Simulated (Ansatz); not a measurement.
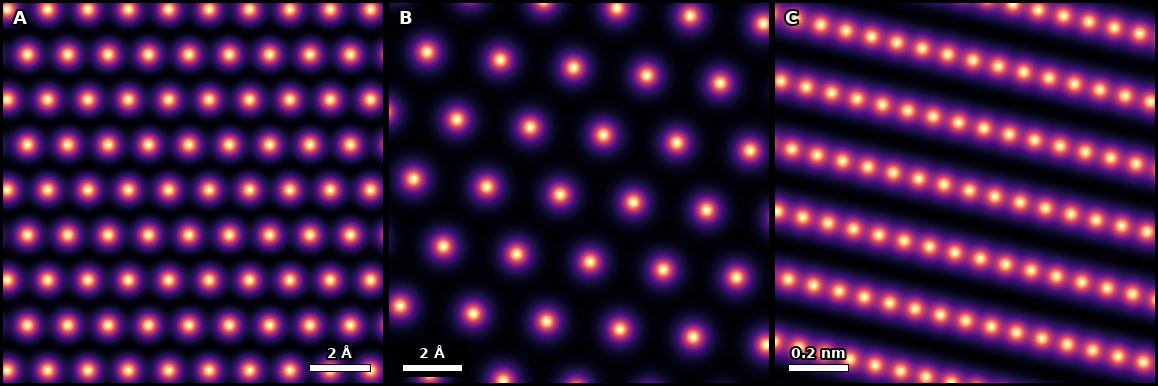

Three views of Pd (Im-3m, No. 229) along different zone axes. Computed as the sum of neutral-atom potentials (tabulated electron scattering factors, B = 0.3 Å²) projected along the beam and smoothed by 0.25 Å; brighter is more positive. The display is stretched by a gamma of 0.7; percentages refer to the linear signal. Model: a calculation's starting geometry; the starting structure was generated, so it need not be a known form of this composition.

```yaml
crystal:
  lattice:
    - [3.08750, 0.00000, 0.00000]
    - [0.00000, 3.08750, 0.00000]
    - [0.00000, 0.00000, 3.08750]
  atoms:
    - { symbol: Pd, position: [0.00000, 0.00000, 0.00000] }
    - { symbol: Pd, position: [0.50000, 0.50000, 0.50000] }
```

**Match the panels to the zone axes [111], [210] and [211].**

A is [210]: projected cell 1.38 × 1.69 Å, 114°, plane group c2mm. B is [111]: projected cell 2.52 × 2.52 Å, 120°, plane group p6mm. C is [211]: projected cell 0.89 × 2.18 Å, 90°, plane group p2mm.
